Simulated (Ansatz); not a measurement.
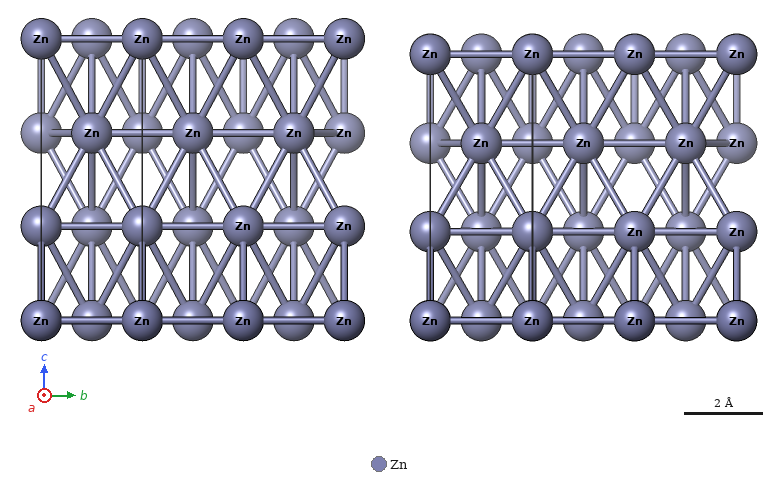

Two geometries of crystalline Zn (built on the database_12 type), drawn at one scale. One is the start of a relaxation, the other its converged end. Style: ball-and-stick. Shown: the conventional cell (2 times the calculation's cell), repeated 1 × 3 × 1 with one cell outlined, along the a axis. Lengths and directions refer to the drawn axes.

Computed with DFT PBEsol, scalar-relativistic, plane waves, PAW (Ansatz 0.2.0). (plane-wave cutoff 420 eV; k-point mesh 20 × 20 × 6; occupations gaussian; smearing width 0.1 eV; no spin polarisation; cell and atoms relaxed; force threshold 0.01 eV/Å; at most 80 steps)

> Which of the two is the end point?

The right one is the relaxed one. Case: structure listed in a database for this formula (C2/m, No. 12). The largest moves relative to the cell, 0.012 Å, are those of Zn atoms. The drawn cell changes as follows: a 4.536 → 4.621 Å (+1.9 %), b 2.617 → 2.645 Å (+1.1 %), c 7.472 → 7.092 Å (−5.1 %), β 102.3° → 103.4°; the volume changes by −2.7 %. Some distances before and after: Zn–Zn 2.865 → 2.755 Å, Zn–Zn 2.887 → 2.799 Å, Zn–Zn 2.837 → 2.755 Å, Zn–Zn 2.619 → 2.662 Å. The space group stays C2/m (No. 12). The energy falls by 2.6 meV per atom in 10 accepted moves (15 points after the start). Largest force component: 0.0058 eV/Å at the start, 0.00017 eV/Å at the end. The pressure goes from −1.37 to 0.00 GPa. The line search rejected the trial steps at points 6, 8, 9 of the run. The SCF was repeated twice at an unchanged geometry on a basis and grid sized afresh for the cell, which shifted the energy by 0.2 meV per atom at most.
